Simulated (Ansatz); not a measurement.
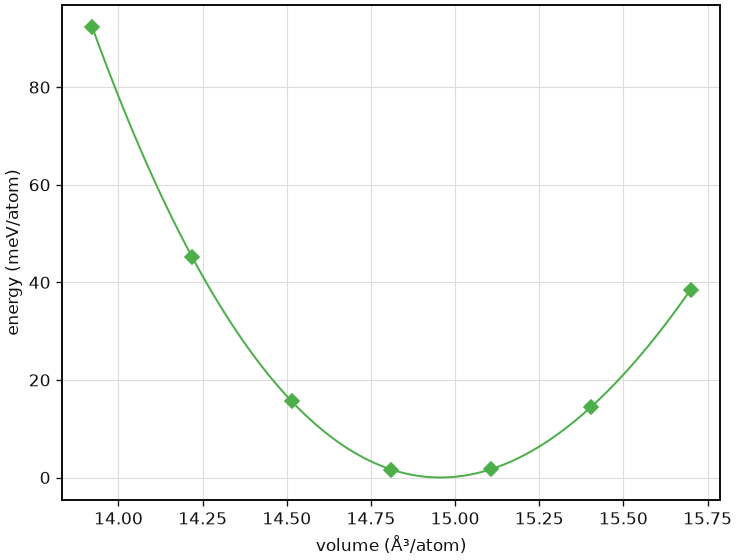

The picture above shows the energy against volume for Re, space group P6_3/mmc (No. 194).

Starting cell:
```
CELL_PARAMETERS angstrom
2.76639 0.00000 0.00000
-1.38319 2.39576 0.00000
0.00000 0.00000 8.93885
ATOMIC_POSITIONS crystal
Re 0.66667 0.33333 0.75000
Re 0.00000 0.00000 0.50000
Re 0.33333 0.66667 0.25000
Re 0.00000 0.00000 0.00000
```

Calculation (Ansatz 0.2.0): plane-wave DFT, no spin polarisation; energies at scaled volumes of the given cell, shape and fractions fixed, counted from the fit's minimum, third-order Birch-Murnaghan fit. Level: PBE.

```csv
setting,value
k mesh,11×11×3
occupations,Fermi–Dirac
smearing width,0.05 eV
potentials,Ansatz NC
wave cutoff,979.6 eV
density cutoff,3918 eV
```

From this curve and the settings, what does the calculation give for the pressure at the same points?

The pressure falls from 30.49 GPa at volume 13.92 Å³/atom to −15.85 GPa at 15.70 Å³/atom, and changes sign near 14.96 Å³/atom.

| volume (Å³/atom) | pressure (GPa) |
| --- | --- |
| 13.92 | 30.49 |
| 14.22 | 20.57 |
| 14.51 | 11.65 |
| 14.81 | 3.63 |
| 15.11 | −3.58 |
| 15.40 | −10.05 |
| 15.70 | −15.85 |

Keep in mind: shape and atomic fractions are frozen while scaling, which makes layered, chain and framework solids too stiff.
